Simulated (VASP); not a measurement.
# Run report: GaN, geometry relaxation (part 3 of 5)

GaN (slab, 8 atoms in the cell); Kohn-Sham DFT of a periodic cell, PBEsol, VASP PAW PBE potentials, recommended, no spin polarisation (VASP 6.6.1); cutoff 520 eV, 8×5×1 k-mesh, Gaussian smearing of 0.03 eV. The structure derives from an entry of the Crystallography Open Database.

Geometry of the input (Å; fractional positions):
```
3.1802  0.0000  0.0000
0.0000  5.1832  0.0000
0.0000  0.0000  18.6722
Ga 1.0000  0.0008  0.4017
Ga 0.5000  0.5008  0.4508
Ga 0.5000  0.0008  0.5492
Ga 0.0000  0.5008  0.5983
N  1.0000  0.6242  0.4017
N  0.5000  0.1242  0.4508
N  0.5000  0.6242  0.5492
N  0.0000  0.1242  0.5983
```

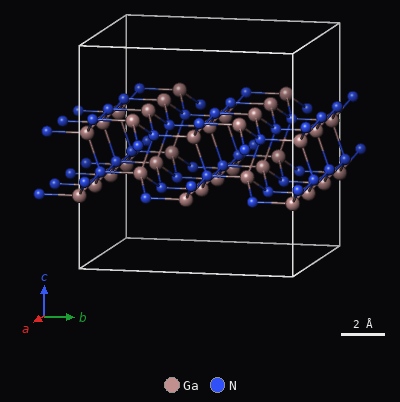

Figure 1. The structure as given in the input (ball-and-stick view of the 3 × 2 repeat of the cell, with the vacuum cut short, seen slightly off an axis; bonded neighbours outside the cell are drawn too).

### Parts of OUTCAR, continued
```
 -----------------------------------------------------------------------------
  energy-cutoff  :      520.00
  volume of cell :      307.79
      direct lattice vectors                 reciprocal lattice vectors
     3.180230030  0.000000000  0.000000000     0.314442663  0.000000000  0.000000000
     0.000000000  5.183217000  0.000000000     0.000000000  0.192930375  0.000000000
     0.000000000  0.000000000 18.672215140     0.000000000  0.000000000  0.053555510

 POSITION                                       TOTAL-FORCE (eV/Angst)
 -----------------------------------------------------------------------------------
      3.18023      0.00394      7.50000         0.000000     -1.827448      1.723896
      1.59012      2.59555      8.41806         0.000000      0.679280     -1.744723
      1.59011      0.00394     10.25416         0.000000      0.679280      1.744723
      0.00000      2.59555     11.17222         0.000000     -1.827448     -1.723896
      3.18023      3.23557      7.50000         0.000000      0.656311      0.555973
      1.59012      0.64396      8.41806         0.000000      0.491857     -1.687675
      1.59011      3.23557     10.25416         0.000000      0.491857      1.687675
      0.00000      0.64396     11.17222         0.000000      0.656311     -0.555973
 -----------------------------------------------------------------------------------
    total drift:                               -0.000023      0.000879      0.001585

  FREE ENERGIE OF THE ION-ELECTRON SYSTEM (eV)
  ---------------------------------------------------
  free  energy   TOTEN  =       -47.9863137552 eV

  energy  without entropy=      -47.9863137552  energy(sigma->0) =      -47.98631376

--------------------------------------- Ionic step        2  -------------------------------------------

 number of electron      71.9999979 magnetization

------------------------ aborting loop because EDIFF is reached ----------------------------------------

  FORCE on cell =-STRESS in cart. coord.  units (eV):
  Direction    XX          YY          ZZ          XY          YZ          ZX
  --------------------------------------------------------------------------------------
  -------------------------------------------------------------------------------------
  Total        0.6678274     -0.0707062     -3.6039097      0.0000000      0.0000000      0.0000000
  in kB        3.4763305     -0.3680563    -18.7599085      0.0000000      0.0000000      0.0000000
  external PRESSURE =      -5.2172115 kB  Pullay stress =       0.0000000 kB

 VOLUME and BASIS-vectors are now :
 -----------------------------------------------------------------------------
  energy-cutoff  :      520.00
  volume of cell :      307.79
      direct lattice vectors                 reciprocal lattice vectors
     3.180230030  0.000000000  0.000000000     0.314442663  0.000000000  0.000000000
     0.000000000  5.183217000  0.000000000     0.000000000  0.192930375  0.000000000
     0.000000000  0.000000000 18.672215140     0.000000000  0.000000000  0.053555510

 POSITION                                       TOTAL-FORCE (eV/Angst)
 -----------------------------------------------------------------------------------
      3.18023      5.09900      7.58317         0.000000     -0.165701      1.297223
      1.59012      2.62832      8.33389         0.000000     -0.009047     -0.405793
      1.59011      0.03671     10.33833         0.000000     -0.009047      0.405793
      0.00000      2.50739     11.08905         0.000000     -0.165701     -1.297223
      3.18023      3.26723      7.52682         0.000000     -0.094174      0.170649
      1.59012      0.66769      8.33664         0.000000      0.268922     -0.409438
      1.59011      3.25930     10.33558         0.000000      0.268922      0.409438
      0.00000      0.67563     11.14539         0.000000     -0.094174     -0.170649
 -----------------------------------------------------------------------------------
    total drift:                               -0.000026      0.000149      0.001390

  FREE ENERGIE OF THE ION-ELECTRON SYSTEM (eV)
  ---------------------------------------------------
  free  energy   TOTEN  =       -48.8549428939 eV

  energy  without entropy=      -48.8549428939  energy(sigma->0) =      -48.85494289

--------------------------------------- Ionic step        3  -------------------------------------------

 number of electron      71.9999985 magnetization

------------------------ aborting loop because EDIFF is reached ----------------------------------------

  FORCE on cell =-STRESS in cart. coord.  units (eV):
  Direction    XX          YY          ZZ          XY          YZ          ZX
  --------------------------------------------------------------------------------------
  -------------------------------------------------------------------------------------
  Total        1.5410171      3.5528726     -3.6814679      0.0000000      0.0000000      0.0000000
  in kB        8.0216603     18.4942381    -19.1636326      0.0000000      0.0000000      0.0000000
  external PRESSURE =       2.4507553 kB  Pullay stress =       0.0000000 kB

 VOLUME and BASIS-vectors are now :
 -----------------------------------------------------------------------------
  energy-cutoff  :      520.00
  volume of cell :      307.79
      direct lattice vectors                 reciprocal lattice vectors
     3.180230030  0.000000000  0.000000000     0.314442663  0.000000000  0.000000000
     0.000000000  5.183217000  0.000000000     0.000000000  0.192930375  0.000000000
     0.000000000  0.000000000 18.672215140     0.000000000  0.000000000  0.053555510

 POSITION                                       TOTAL-FORCE (eV/Angst)
 -----------------------------------------------------------------------------------
      3.18023      5.06503      7.61520         0.000000      0.923493      1.145293
      1.59012      2.64094      8.30146         0.000000     -0.433047     -0.032629
      1.59011      0.04933     10.37076         0.000000     -0.433047      0.032629
      0.00000      2.47342     11.05701         0.000000      0.923493     -1.145293
      3.18023      3.27943      7.53715         0.000000     -0.714486     -0.013242
      1.59012      0.67683      8.30527         0.000000      0.224040     -0.093166
      1.59011      3.26844     10.36694         0.000000      0.224040      0.093166
      0.00000      0.68782     11.13506         0.000000     -0.714486      0.013242
 -----------------------------------------------------------------------------------
    total drift:                               -0.000026     -0.001390      0.001359

  FREE ENERGIE OF THE ION-ELECTRON SYSTEM (eV)
  ---------------------------------------------------
  free  energy   TOTEN  =       -48.9295397702 eV

  energy  without entropy=      -48.9295397702  energy(sigma->0) =      -48.92953977

[... ionic steps 4 to 19 ...]

--------------------------------------- Ionic step       20  -------------------------------------------

 number of electron      71.9999988 magnetization

------------------------ aborting loop because EDIFF is reached ----------------------------------------

  FORCE on cell =-STRESS in cart. coord.  units (eV):
  Direction    XX          YY          ZZ          XY          YZ          ZX
  --------------------------------------------------------------------------------------
  -------------------------------------------------------------------------------------
  Total        4.1195092      3.9952058     -0.0666676      0.0000000      0.0000000      0.0000000
  in kB       21.4438266     20.7967741     -0.3470335      0.0000000      0.0000000      0.0000000
  external PRESSURE =      13.9645224 kB  Pullay stress =       0.0000000 kB

 VOLUME and BASIS-vectors are now :
 -----------------------------------------------------------------------------
  energy-cutoff  :      520.00
  volume of cell :      307.79
      direct lattice vectors                 reciprocal lattice vectors
     3.180230030  0.000000000  0.000000000     0.314442663  0.000000000  0.000000000
     0.000000000  5.183217000  0.000000000     0.000000000  0.192930375  0.000000000
     0.000000000  0.000000000 18.672215140     0.000000000  0.000000000  0.053555510

 POSITION                                       TOTAL-FORCE (eV/Angst)
 -----------------------------------------------------------------------------------
      3.18023      5.06980      7.83214         0.000000     -0.041202     -0.016133
      1.59012      2.61186      8.21778         0.000000     -0.000222     -0.018477
      1.59011      0.02025     10.45444         0.000000     -0.000222      0.018477
      0.00000      2.47819     10.84007         0.000000     -0.041202      0.016133
      3.18023      3.27946      7.51562         0.000000      0.039010      0.019490
      1.59012      0.70112      8.38780         0.000000      0.002414      0.013329
      1.59011      3.29273     10.28441         0.000000      0.002414     -0.013329
      0.00000      0.68785     11.15660         0.000000      0.039010     -0.019490
 -----------------------------------------------------------------------------------
    total drift:                               -0.000029      0.001337      0.001276

  FREE ENERGIE OF THE ION-ELECTRON SYSTEM (eV)
  ---------------------------------------------------
  free  energy   TOTEN  =       -49.1932943752 eV

  energy  without entropy=      -49.1932943752  energy(sigma->0) =      -49.19329438

--------------------------------------- Ionic step       21  -------------------------------------------

 number of electron      71.9999987 magnetization

 dipolmoment           0.000000      0.000000     -0.000000 electrons x Angstroem

------------------------ aborting loop because EDIFF is reached ----------------------------------------

  FORCE on cell =-STRESS in cart. coord.  units (eV):
  Direction    XX          YY          ZZ          XY          YZ          ZX
  --------------------------------------------------------------------------------------
  -------------------------------------------------------------------------------------
  Total        4.1247598      4.0460539     -0.0190027      0.0000000      0.0000000      0.0000000
  in kB       21.4711585     21.0614600     -0.0989170      0.0000000      0.0000000      0.0000000
  external PRESSURE =      14.1445671 kB  Pullay stress =       0.0000000 kB

 VOLUME and BASIS-vectors are now :
 -----------------------------------------------------------------------------
  energy-cutoff  :      520.00
  volume of cell :      307.79
      direct lattice vectors                 reciprocal lattice vectors
     3.180230030  0.000000000  0.000000000     0.314442663  0.000000000  0.000000000
     0.000000000  5.183217000  0.000000000     0.000000000  0.192930375  0.000000000
     0.000000000  0.000000000 18.672215140     0.000000000  0.000000000  0.053555510

 POSITION                                       TOTAL-FORCE (eV/Angst)
 -----------------------------------------------------------------------------------
      3.18023      5.06920      7.83211         0.000000     -0.015347     -0.010068
      1.59012      2.61238      8.21900         0.000000     -0.010967     -0.021003
      1.59011      0.02077     10.45322         0.000000     -0.010967      0.021003
      0.00000      2.47759     10.84011         0.000000     -0.015347      0.010068
      3.18023      3.27980      7.51653         0.000000      0.019604      0.012362
      1.59012      0.70087      8.38872         0.000000      0.006711      0.003976
      1.59011      3.29247     10.28349         0.000000      0.006711     -0.003976
      0.00000      0.68819     11.15569         0.000000      0.019604     -0.012362
 -----------------------------------------------------------------------------------
    total drift:                               -0.000029      0.002325      0.001276

  FREE ENERGIE OF THE ION-ELECTRON SYSTEM (eV)
  ---------------------------------------------------
  free  energy   TOTEN  =       -49.1933386973 eV

  energy  without entropy=      -49.1933386973  energy(sigma->0) =      -49.19333870

--------------------------------------- Ionic step       22  -------------------------------------------

 number of electron      71.9999987 magnetization

 dipolmoment           0.000000      0.000000      0.000000 electrons x Angstroem

 Free energy of the ion-electron system (eV)
  ---------------------------------------------------
  ext. energy  EPLUGINS =         0.00000000
  ---------------------------------------------------
  free energy    TOTEN  =       -49.19342553 eV

  energy without entropy =      -49.19342553  energy(sigma->0) =      -49.19342553

 E-fermi :  -2.4143     XC(G=0):  -4.2087     alpha+bet : -3.9795

 val. band max:       -2.5763133866   @ k =   0.0000   0.2000   0.0000
 cond. band min:      -0.6415701036   @ k =   0.0000   0.0000   0.0000
 fundamental gap:      1.9347432830
 Fermi energy:        -2.4143145996

 k-point     1 :       0.0000    0.0000    0.0000
  band No.  band energies     occupation
      1     -18.4842      2.00000
      2     -18.0326      2.00000
      3     -17.5110      2.00000
      4     -17.4201      2.00000
      5     -16.1887      2.00000
      6     -16.1743      2.00000
      7     -16.1148      2.00000
      8     -16.0813      2.00000
      9     -16.0637      2.00000
     10     -16.0490      2.00000
     11     -16.0229      2.00000
     12     -15.9853      2.00000
     13     -15.9410      2.00000
     14     -15.9367      2.00000
     15     -15.5773      2.00000
     16     -15.5682      2.00000
     17     -15.5188      2.00000
     18     -15.5048      2.00000
     19     -15.4522      2.00000
     20     -15.3877      2.00000
     21     -15.3862      2.00000
     22     -14.7758      2.00000
     23     -14.0767      2.00000
     24     -13.6041      2.00000
     25      -9.4123      2.00000
     26      -8.0979      2.00000
     27      -7.1366      2.00000
     28      -5.5383      2.00000
     29      -5.2282      2.00000
     30      -4.4868      2.00000
     31      -3.9226      2.00000
     32      -3.4144      2.00000
     33      -3.0818      2.00000
     34      -2.9240      2.00000
     35      -2.7707      2.00000
     36      -2.6298      2.00000
     37      -0.6416      0.00000
     38       0.9141      0.00000
     39       2.5851      0.00000
     40       2.6045      0.00000
     41       2.9372      0.00000
     42       3.0247      0.00000
     43       3.3468      0.00000

 k-point     2 :       0.1250    0.0000    0.0000
  band No.  band energies     occupation
      1     -18.3784      2.00000
      2     -17.9616      2.00000
      3     -17.4806      2.00000
      4     -17.4014      2.00000
      5     -16.2145      2.00000
      6     -16.2042      2.00000
      7     -16.1062      2.00000
      8     -16.0835      2.00000
      9     -16.0755      2.00000
     10     -16.0568      2.00000
     11     -15.9689      2.00000
     12     -15.9522      2.00000
     13     -15.9030      2.00000
     14     -15.9027      2.00000
     15     -15.5981      2.00000
     16     -15.5792      2.00000
     17     -15.5094      2.00000
     18     -15.4926      2.00000
     19     -15.4455      2.00000
     20     -15.4089      2.00000
     21     -15.4031      2.00000
     22     -14.7095      2.00000
     23     -13.9703      2.00000
     24     -13.5241      2.00000
     25      -9.2571      2.00000
     26      -7.9886      2.00000
     27      -6.9568      2.00000
     28      -6.0046      2.00000
     29      -5.6635      2.00000
     30      -5.2138      2.00000
     31      -3.8666      2.00000
     32      -3.7464      2.00000
     33      -3.6499      2.00000
     34      -3.3175      2.00000
     35      -3.0573      2.00000
     36      -2.5839      2.00000
     37      -0.0616      0.00000
     38       1.0812      0.00000
     39       2.9018      0.00000
     40       2.9998      0.00000
     41       3.2149      0.00000
     42       3.4651      0.00000
     43       3.5879      0.00000
```
